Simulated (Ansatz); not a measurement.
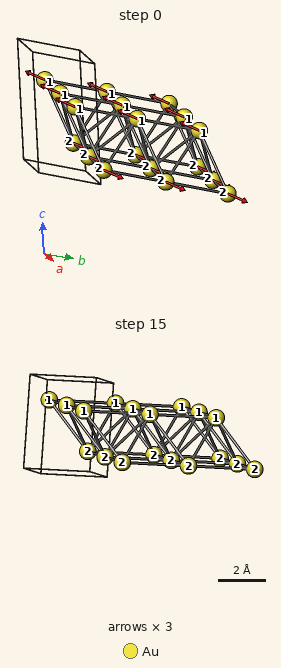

The structure of crystalline Au (set up in P-1) before (top) and after (bottom) a relaxation, at one scale. The red arrows give the displacements (the part carried along by the change of the cell is left out), magnified 3 times.

A ball-and-stick model of the cell of the calculation, repeated 3 × 3 × 1 with one cell outlined, seen slightly off an axis.

Theory: Ansatz, DFT r2SCAN, scalar-relativistic, plane waves, PAW. (plane-wave cutoff 500 eV; k-point mesh 16 × 16 × 8; occupations gaussian; smearing width 0.1 eV; no spin polarisation; cell and atoms relaxed; force threshold 0.005 eV/Å; at most 80 steps)

Q: Summarise the run.

A: Over 11 accepted moves (15 points after the start) the energy falls by 119 meV per atom. Largest force component: 0.034 eV/Å at the start, under 0.0001 eV/Å at the end. Pressure: −4.13 GPa at the start and −0.02 GPa at the end. The line search rejected the trial steps at points 1, 9 of the run. The SCF was repeated twice at an unchanged geometry on a basis and grid sized afresh for the cell, which shifted the energy by 1.0 meV per atom at most. The largest moves relative to the cell, 0.35 Å, are those of Au1 and Au2. Au1 goes along [−3 −3 1]. The volume changes by −10.3 %, with a 2.815 → 2.943 Å (+4.5 %), b 2.820 → 2.943 Å (+4.3 %), c 5.191 → 4.052 Å (−21.9 %), α 103.1° → 90.0°, β 102.7° → 90.0°, γ 90.3° → 90.0°. Near-neighbour distances that change, for instance: Au1–Au2 4.443 → 2.904 Å, Au1–Au2 (another image) 3.719 → 2.904 Å, Au1–Au2 (another image) 3.670 → 2.904 Å, Au1–Au2 (another image) 2.736 → 2.904 Å. Within 0.06 Å the space group is C2/m at the start and I4/mmm at the end; at a tighter tolerance small leftover displacements or strains of the cell lower it. Cost: 12 min on 1 thread of Intel(R) Xeon(R) 6975P-C (Granite Rapids), with other jobs on the host, peak memory 1.2 GiB.
